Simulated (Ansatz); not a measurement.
## Electronic structure of Nb5N in real space

Input

```
crystal:
  lattice:
    - [-1.6208639731, 1.6208639731, 9.1240074766]
    - [1.6208639731, -1.6208639731, 9.1240074766]
    - [1.6208639731, 1.6208639731, -9.1240074766]
  atoms:
    - { symbol: Nb, position: [0.8867808191, 0.8867808191, 0.0] }
    - { symbol: Nb, position: [0.1132191809, 0.1132191809, 0.0] }
    - { symbol: Nb, position: [0.5, 0.5, 0.0] }
    - { symbol: Nb, position: [0.295486134, 0.295486134, 0.0] }
    - { symbol: Nb, position: [0.704513866, 0.704513866, 0.0] }
    - { symbol: "N", position: [0.0, 0.0, 0.0] }
basis:
  ecutwfc: 500
kpoints:
  mp_grid: { grid: [14, 14, 14] }
  band_path:
    path:
      - [[0.0, 0.0, 0.0], [0.0, 0.0, 0.5], [0.25, 0.25, 0.25], [0.0, 0.5, 0.0], [0.0, 0.0, 0.0], [0.5, 0.5, -0.5], [0.25788973, 0.74211027, -0.25788973]]
      - [[-0.25788973, 0.25788973, 0.25788973], [0.0, 0.0, 0.0]]
      - [[0.0, 0.0, 0.5], [-0.01577945, 0.01577945, 0.5]]
      - [[0.5, 0.5, -0.01577945], [0.5, 0.5, -0.5]]
    npoints: 14
hamiltonian:
  xc: r2scan
scf:
  occupations: { method: gaussian, width: 0.1 }
  n_extra_bands: 15
output:
  forces: true
  stress: true
  eigenvalues: true
  populations: true
  dos: { projected: true, de: 0.02, nscf_kmesh: { grid: [17, 17, 17] } }
  bader: true
  write_density: true
  write_potential: true
  elf: true
  volumetric_format: npy
```

Run with:

```sh
ansatz run input.yaml --threads 1 --pin off --max-ram 2560MiB --backend cpu --events-out ev --progress --plain --runs-dir out
```

Below, planes, directions and counts refer to the conventional cell (a = 3.24 Å, b = 3.24 Å, c = 18.25 Å, α = 90.00°, β = 90.00°, γ = 90.00°).

Space group I4/mmm; a generated structure, not necessarily the stable one.

These are results of DFT r2SCAN, scalar-relativistic, plane waves, PAW (Ansatz), not measurements.

The density is the valence pseudo-density of a PAW calculation; it isn't the true density close to the nuclei.

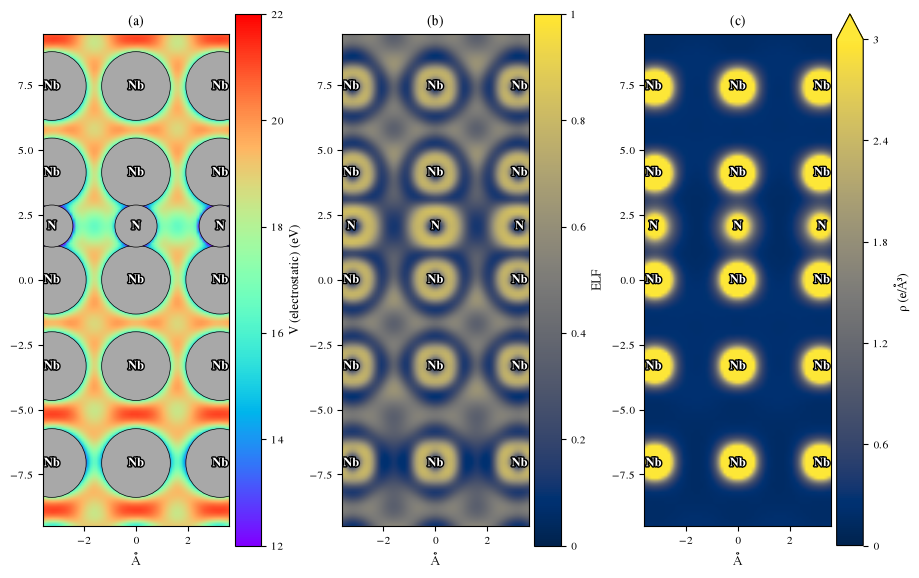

Figure 1. (a) electrostatic potential (local pseudopotential plus Hartree) felt by an electron; (b) electron localisation function; (c) valence charge density (pseudo) on the (100) plane of the conventional cell. Grey discs cover the atomic cores in the potential map.

Q: What do the fields say about this system?

A:
- The section cuts through Nb and N sites.
- Nb–N (2.07 Å): ρ is about 0.76 e/Å³ halfway; the ELF peaks at about 0.85 in the valence shell of N, 0.6 Å from its nucleus, and drops to about 0.20 between the two atoms: no localised pair shows between them.
- Between the atoms the lowest density in this plane is 0.16 e/Å³.
- The features right at Nb lie inside the PAW spheres, where the map follows smoothed inner orbitals and isn't to be read closely.
- Outside the cores the potential energy rises away from the atoms and is highest about 1.9 Å from the nearest atoms; its zero is arbitrary.

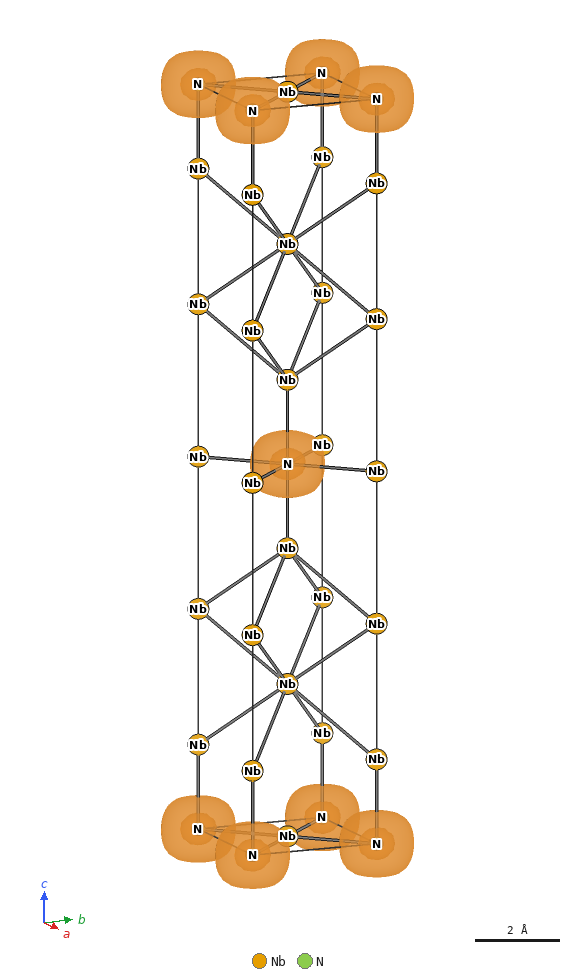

Figure 2. Isosurface of the electron localisation function at 0.65 (orange), seen slightly off an axis. Core shells and regions of very low density are left out. Sticks mark near contacts.

Q: Where are the electrons localised?

A: At this value the surface marks out two regions wrapped around N (the valence shell of each), counted in one cell of 12 atoms. Regions shared between cells count once. Along the contacts the grid gives the following. Nb–Nb (2.83 Å): the ELF is about 0.25 at the midpoint; no shared electron pair shows on this line.

Q: What Bader charges does the calculation give?

A: Electrons move from Nb towards N. Bader charges: Nb −0.02 to +1.05 and N −1.81 e.

Q: Metal or insulator at this level of theory?

A: It is gapless in this calculation (a metal or semimetal); semilocal functionals without U, or without the true magnetic order, often close the gap of such compounds.
